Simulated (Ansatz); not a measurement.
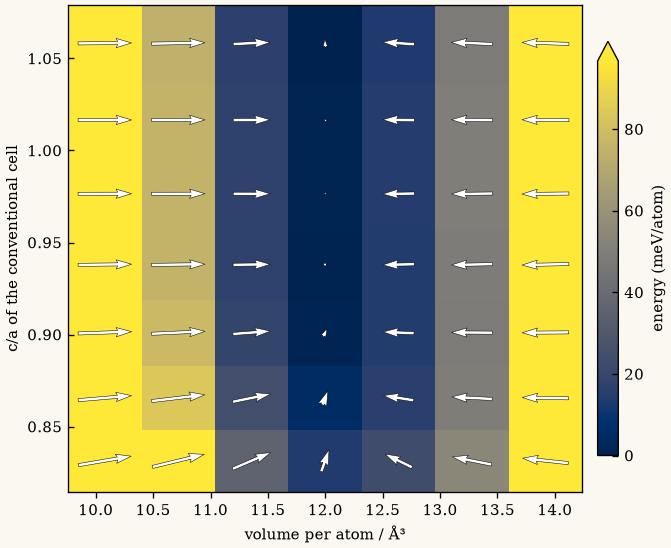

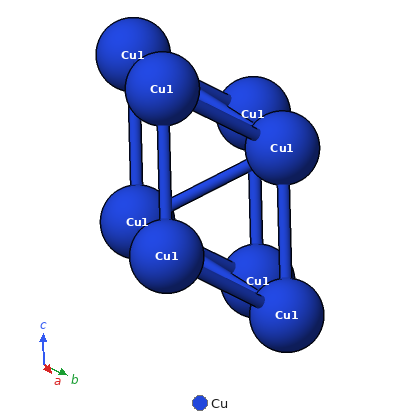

Energy landscape of Cu (I4/mmm, No. 139; 1 atom in the cell). The energy is mapped over volume and the cell's shape. Coordinates scanned: (1) volume per atom; (2) c/a of the conventional cell. Nothing is relaxed (symmetry fixes all fractional coordinates). Grid: 7 × 7 points. Points are written as (first, second). All energies are given in meV/atom relative to the lowest grid point. Computed with DFT PBE, scalar-relativistic, plane waves, PAW (Ansatz). Settings: cutoff 520 eV, k-mesh 24×24×24, gaussian smearing 0.15 eV, no spin polarisation.

The picture shows one coloured cell a grid point, arrows along the force (downhill), their lengths compressed, one colour for all values above the top of the scale. The second picture is the structure at the lowest point

Q: Summarise what can be read from the map.

A: The lowest grid point is at (12.00 Å³, 1.058). It lies at the edge of the scanned range, so the true minimum may lie outside. A higher local minimum lies near (12.00 Å³, 0.938) (0.8 meV/atom above the lowest at that grid point). The highest grid point, (10.08 Å³, 0.832), lies 221 meV/atom above the lowest.

Each point was launched as `ansatz run input.yaml --threads 1 --pin off --max-ram 2048MiB --backend cpu --events-out ev --progress --plain --runs-dir out`. Time for the 49 points that were run: 13 min on 1 thread of Arm Neoverse V1, with other jobs on the host.

PAW datasets: the set soft_1.
